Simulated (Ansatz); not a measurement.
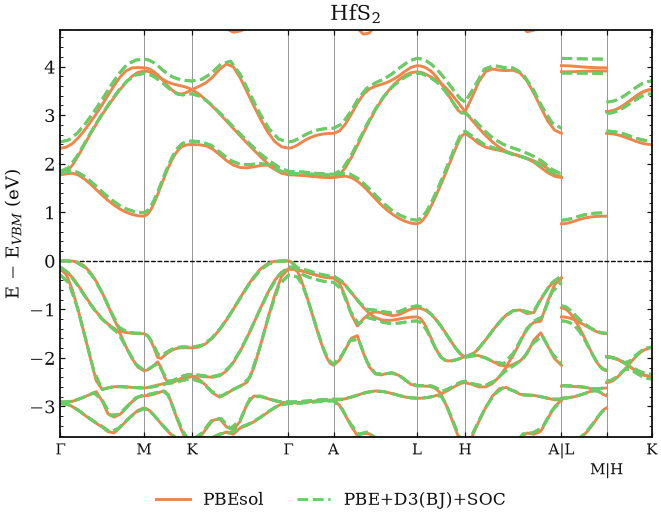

Band structures of HfS2, space group P-3m1, 3 atoms in the cell, by two methods on the same cell. Each is counted from its own valence-band top.

What changes from one method to the other?

PBEsol gives a gap of 0.76 eV along the path and PBE+D3(BJ)+SOC gives a gap of 0.84 eV along the path.

Settings. PBEsol: DFT PBEsol, scalar-relativistic, plane waves, PAW, no spin polarisation, 12×12×6 k mesh, 420 eV cutoff (Ansatz). PBE+D3(BJ)+SOC: DFT PBE+D3(BJ), spin-orbit coupling, plane waves, PAW, 12×12×6 k mesh, 420 eV cutoff, Gaussian smearing of 0.02 eV (Ansatz).
